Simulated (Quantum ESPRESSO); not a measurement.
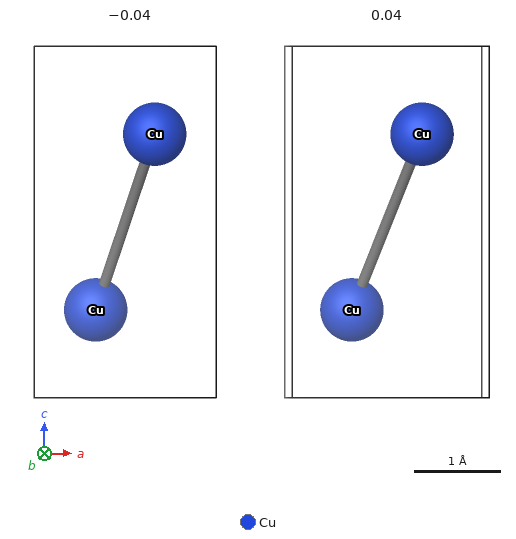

Solid Cu (set up in Cmcm), held at several strains, with the atoms relaxed (per unit of the tabulated number the cell is strained by 1.0 along a). The picture shows the first and the last member. Style: ball-and-stick. Shown: the cell of the calculation, along the b axis.

Computed with Quantum ESPRESSO 7.5: PBEsol, GBRV 1.5 PBEsol. Set-up: plane-wave cutoff 761.9 eV; k-point mesh 10 × 10 × 6; occupations fermi-dirac; smearing width 0.05 eV; no spin polarisation.

```csv
strain,energy (meV/atom)
−0.04,11.42
−0.02,?
−0.01,0.26
0,0.00
0.01,1.30
0.02,4.01
0.04,13.12
```

### Estimate the missing row from the others, and compare with the calculation.

A parabola through three neighbouring rows (−0.04, −0.01, 0) gives, with Lagrange weights, (0.1667)(11.42) + (1.3333)(0.26) + (−0.5000)(0.00) = 2.25 meV/atom. The calculation gives 2.15 meV/atom. The estimate is 0.10 meV/atom too high. From the first member to the last: Cu–Cu 2.433 → 2.635 Å, Cu–Cu 2.509 → 2.560 Å, Cu–Cu 2.510 → 2.536 Å.

The whole series:

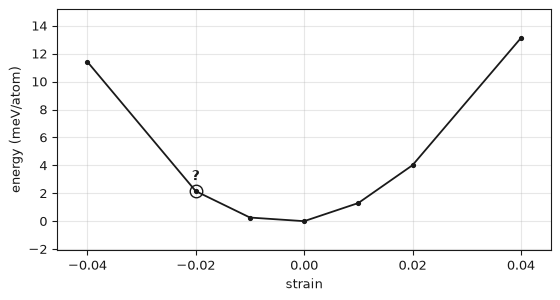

Each member starts from this one structure; whether another phase lies lower wasn't checked.
